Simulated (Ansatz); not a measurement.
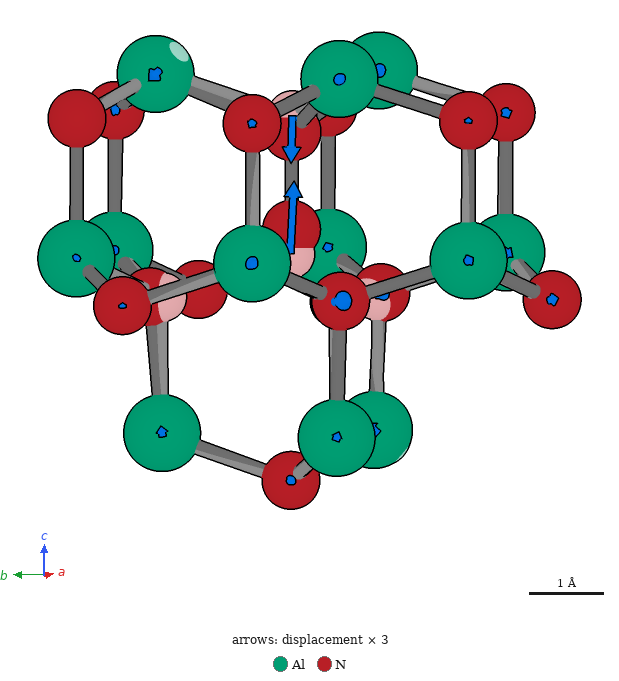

This is a relaxation of a defect cell of composition Al₄₇N₄₉. The starting structure is drawn faded, the final one solid; blue arrows show the displacements, 3 times their true length.

The picture is a ball-and-stick view of the atoms within 4.2 Å of the atom that moves most (axes of the cell of the calculation (origin shifted)), seen from a free direction.

Theory: DFT, PBEsol, PAW, plane waves in Ansatz. (plane-wave cutoff 420 eV; k-point mesh 1 × 1 × 1; mesh shifted by (0.25, 0.25, 0.25); no spin polarisation; atoms relaxed in a fixed cell; force threshold 0.03 eV/Å; at most 80 steps)

Question: Which element moves most?

Answer: Nitrogen: up to 0.34 Å, against 0.09 Å for aluminium.

Question: What happened in the run?

Answer: The atom that moves furthest is an N atom (0.34 Å along +c). By element the largest moves are N 0.34 Å, Al 0.09 Å. The cell doesn't change. Among the contacts that change: N–N 1.898 → 1.333 Å, Al–N 1.890 → 2.028 Å, Al–N 1.964 → 1.837 Å, Al–N 1.932 → 2.041 Å. New bonds form, among them: N–N (1.90 → 1.33 Å). Bond angles that change, for instance: Al–N–Al 108.0° → 117.2°, Al–N–Al 110.6° → 117.5°, Al–N–Al 110.4° → 117.1°. The energy falls by 1.691 eV per cell of the calculation in 8 geometry steps. Largest force component: 1.6 eV/Å at the start, 0.0085 eV/Å at the end.
